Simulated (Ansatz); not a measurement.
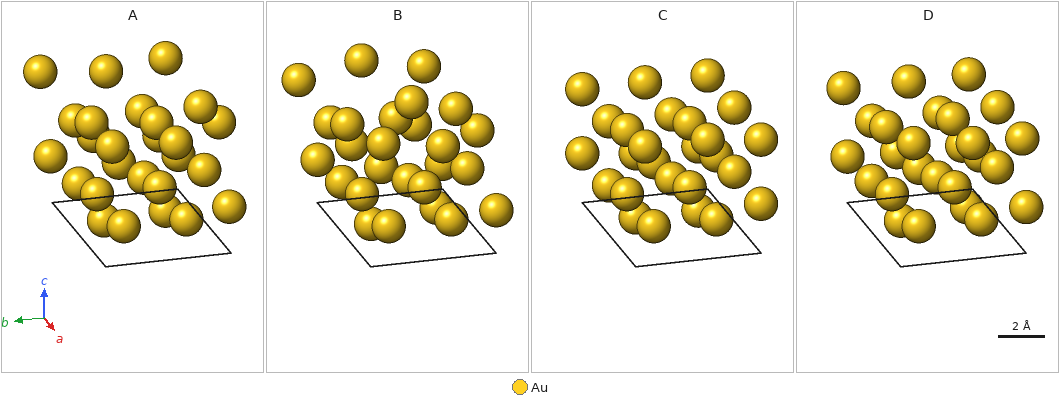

A Born-Oppenheimer molecular dynamics run of a slab of Au(110) (16 atoms in the cell), 900 fs long. 4 frames in shuffled order; frame C is the first. Style: spheres-only. Shown: the simulation cell, with the vacuum cut short, from a free direction. Atoms are followed out of the cell.

Level of theory: DFT PBE, scalar-relativistic, plane waves, PAW (Ansatz 0.2.0). Settings: plane-wave cutoff 420 eV; k-point mesh 2 × 2 × 1; Fermi-Dirac smearing 0.05 eV; low-accuracy preset; 4 atoms held fixed; constant energy (NVE); velocities drawn for 1400 K; time step 3 fs.

**Put the frames in order of time.**

C, D, A, B, at 0 fs, 75 fs, 312 fs, 900 fs; the root-mean-square distance from the start grows as 0.00, 0.24, 0.47, 0.70 Å. Root-mean-square distances from the starting positions over the second half, with the common drift of all atoms taken out: Au 0.61 Å. Against the typical shortest distance between atoms in the first frame, about 2.8 Å these are large excursions, but over 900 fs one can't yet tell strong vibration from the start of diffusion.

Limits of the set-up: the k-point mesh is coarse for a cell with partly filled bands; the program's low-accuracy preset was used.
